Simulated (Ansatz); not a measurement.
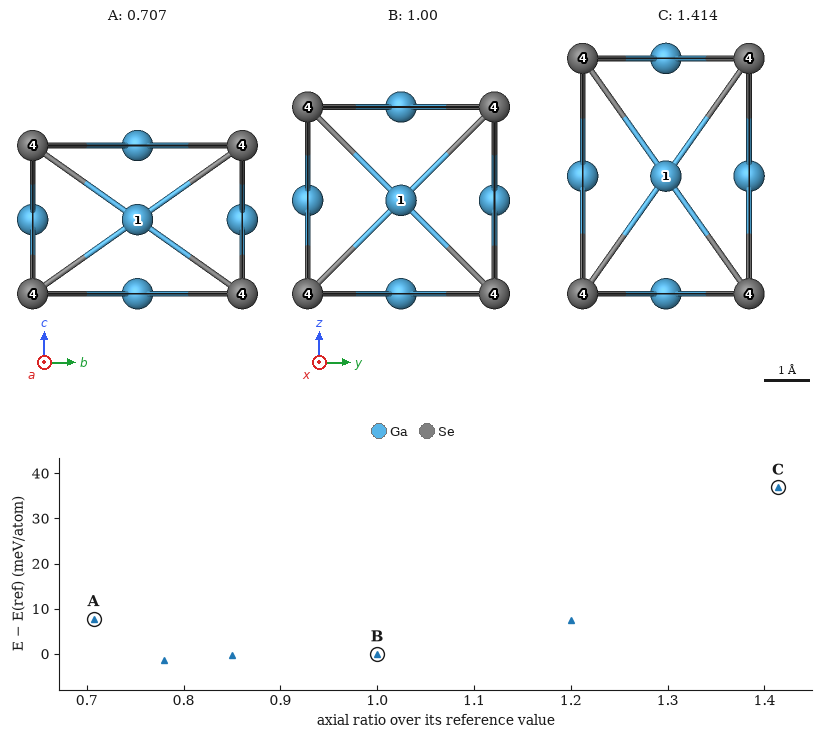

Crystalline Ga3Se (Pm-3m): the ratio of the cell's length along z to its lengths across, counted as 1 for the reference, is changed at fixed volume (a tetragonal or Bain path), with the atoms kept at their fractional coordinates. x, y and z are the Cartesian axes of the input. The lettered frames are marked on the plot. Style: ball-and-stick. Shown: the cell of the calculation, along the a axis.

Theory: DFT PBEsol+D3(BJ), scalar-relativistic, plane waves, PAW (Ansatz). Set-up: plane-wave cutoff 420 eV; k-point mesh 12 × 12 × 12; occupations gaussian; smearing width 0.15 eV; no spin polarisation. Energies (free energies at the smearing named) are counted from the relaxed crystal.

**What does the scan show?**

Of the computed points the lowest is at the relative ratio 0.78, −1.4 meV/atom. The end points stand at 7.8 meV/atom (0.707) and 36.9 meV/atom (1.414). The distortion takes the space group from Pm-3m to P4/mmm. At the relative ratio 1.414 the cell of the drawing goes a 4.225 → 3.764 Å, b 4.225 → 3.764 Å, c 4.225 → 5.323 Å.

The computed points:

| axial ratio over its reference value | E − E(ref) (meV/atom) |
| --- | --- |
| 0.707 | 7.8 |
| 0.780 | −1.4 |
| 0.850 | −0.3 |
| 1.000 | 0.0 |
| 1.200 | 7.5 |
| 1.414 | 36.9 |
